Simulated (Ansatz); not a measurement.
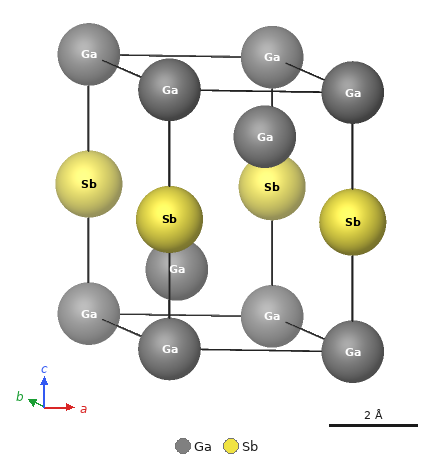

Structure drawing (spheres-only), viewed slightly off an axis. The simulation cell is drawn as a box.

```yaml
crystal:
  lattice:
    - [4.20216, 0.00000, 0.00000]
    - [-2.10108, 3.63918, 0.00000]
    - [0.00000, 0.00000, 6.06834]
  atoms:
    - { symbol: Ga, position: [0.33333, 0.66667, 0.21950] }
    - { symbol: Ga, position: [0.66667, 0.33333, 0.78050] }
    - { symbol: Ga, position: [0.00000, 0.00000, 0.00000] }
    - { symbol: Sb, position: [0.00000, 0.00000, 0.50000] }
```

Theory: DFT PBE, scalar-relativistic, plane waves, PAW (Ansatz). Numerical settings: a 420 eV plane-wave basis, k-point mesh 12×12×8, Gaussian smearing of 0.1 eV, no spin polarisation.

How are the electrons shared out in a Bader analysis?

Answer. Ga -0.01 to +0.12 e; Sb -0.24 e. Little charge moves, as in a metallic or covalent solid.

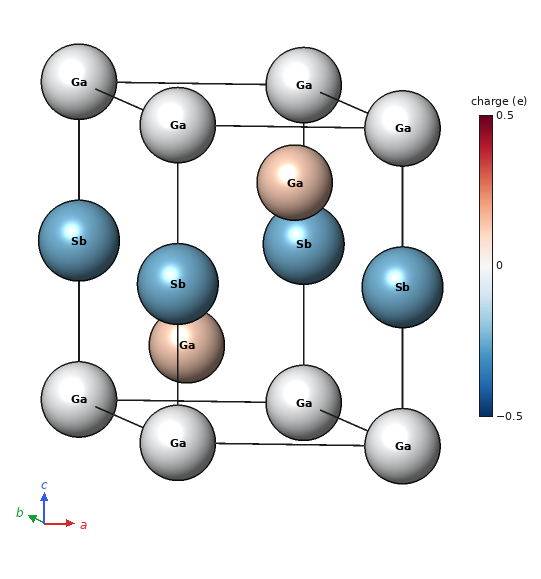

The atoms coloured by those charges.

The cell started as a random cell made by a generator, so it need not be a real form of the compound. Earlier steps of the study, as a rule a relaxation of our own, may have changed the cell and positions, so they can lie some per cent off the listed ones. It was the input of a calculation with Ansatz.
